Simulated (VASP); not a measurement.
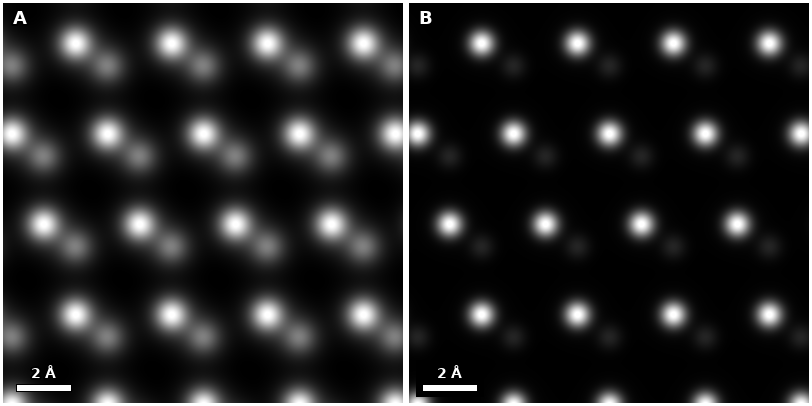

Two simulated images of the same area of InP (F-43m, No. 216) along [110], with a probe of 0.76 Å. One is incoherent Z contrast (Z^1.7 per atom), the other the projected potential of neutral atoms blurred by the probe (iDPC-like, thin sample). Brightness is counted from the darkest point of the image. Model: coordinates from a relaxation with VASP Kohn-Sham DFT of a periodic cell, r2SCAN, VASP PAW PBE potentials, recommended in VASP.

**Which panel is which, and how can one tell?**

B is the Z-contrast image and A the potential image. The columns of 1 P per repeat reach about 14 % of the brightest peak (1 In) in B but about 49 % in A, mainly since the potential grows much more slowly with atomic number.
